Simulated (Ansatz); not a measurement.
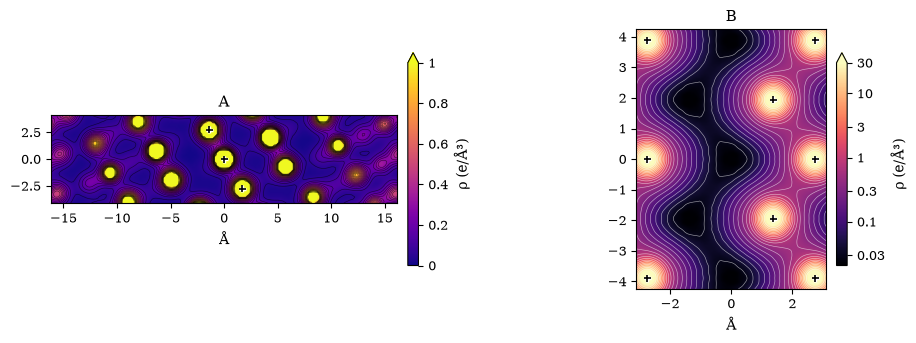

The valence pseudo-density of 2 systems, each on a plane through atoms (crosses mark nuclei in the plane).

The calculation used Ansatz 0.2.0, DFT, PBE, plane waves, PAW.

System 1: Ge, the (011) plane of the conventional cell. Space group Fd-3m; started from the diamond prototype, which need not be the ambient phase; changed on purpose from its base cell (hydrostatic strain -3.0%); computed pressure about 11 GPa in this cell.

```
CELL_PARAMETERS angstrom
5.50353 0.00000 0.00000
0.00000 5.50353 0.00000
0.00000 0.00000 5.50353
ATOMIC_POSITIONS crystal
Ge 0.50000 0.00000 0.00000
Ge 0.00000 0.50000 0.00000
Ge 0.00000 0.00000 0.50000
Ge 0.50000 0.50000 0.50000
Ge 0.75000 0.25000 0.25000
Ge 0.25000 0.75000 0.25000
Ge 0.25000 0.25000 0.75000
Ge 0.75000 0.75000 0.75000
```

System 2: Bi$_{2}$Te$_{3}$, the (111) plane of the conventional cell. Space group R-3m; started from the tetradymite prototype, which need not be the ambient phase.

**Match each panel to its system.**

Panel A is system 2, Bi$_{2}$Te$_{3}$: the plane holds Bi and Te. Bi–Te (3.06 Å): ρ at the midpoint is about 0.29 e/Å³. Panel B is system 1, Ge: the plane holds Ge. Ge–Ge (2.38 Å): the density is about 0.56 e/Å³ at the midpoint.
